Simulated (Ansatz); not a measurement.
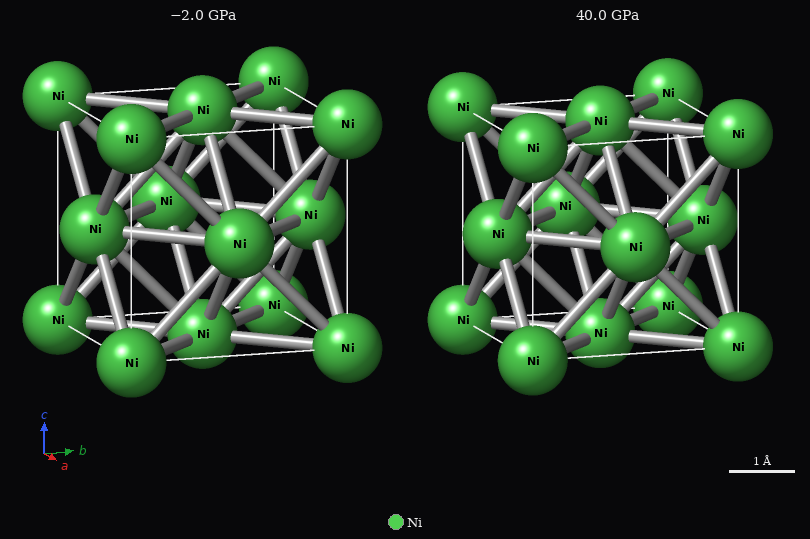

A crystal of Ni (set up in Fm-3m), relaxed (cell and atoms) at several target pressures. The picture shows the first and the last member. Style: ball-and-stick. Shown: the conventional cell (4 times the calculation's cell), slightly off an axis. Lengths and directions refer to the drawn axes.

Computed with Ansatz 0.2.0: DFT PBE, scalar-relativistic, plane waves, PAW. Set-up: plane-wave cutoff 420 eV; k-point mesh 20 × 20 × 20 at −2.0 to 20.0, 22 × 22 × 22 at 40.0 GPa; occupations gaussian; smearing width 0.1 eV; collinear spin; cell and atoms relaxed; force threshold 0.008 eV/Å.

```json
{"pressure (GPa)": "−2.0", "volume (Å³/atom)": "11.001", "a (Å)": "3.530"}
{"pressure (GPa)": "0.0", "volume (Å³/atom)": "10.890", "a (Å)": "3.519"}
{"pressure (GPa)": "2.0", "volume (Å³/atom)": "10.783", "a (Å)": "3.507"}
{"pressure (GPa)": "5.0", "volume (Å³/atom)": "?", "a (Å)": "?"}
{"pressure (GPa)": "10.0", "volume (Å³/atom)": "10.412", "a (Å)": "3.466"}
{"pressure (GPa)": "20.0", "volume (Å³/atom)": "10.033", "a (Å)": "3.424"}
{"pressure (GPa)": "40.0", "volume (Å³/atom)": "9.450", "a (Å)": "3.356"}
```

> Estimate the missing row from the others, and compare with the calculation.

Murnaghan's form V = V₀(1 + B′P/B₀)^(−1/B′), with V₀ = 10.890 Å³ from the row at zero pressure, fits the other rows with B₀ = 201 GPa and B′ = 4.52 (largest miss 0.002 Å³). At 5.0 GPa it gives 10.890 × (1 + 4.52 × 5.0/201)^(−1/4.52) = 10.636 Å³ per atom. The calculation gives 10.633 Å³/atom (a = 3.491 Å). The estimate is 0.003 Å³/atom too high. From the first member to the last: Ni–Ni 2.496 → 2.373 Å.

The whole series:

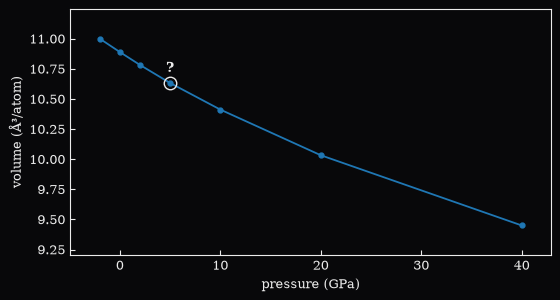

The cells carry a magnetic moment (0.7 to 0.6 μB per cell in all, first to last member); only the order that this cell allows was tried.
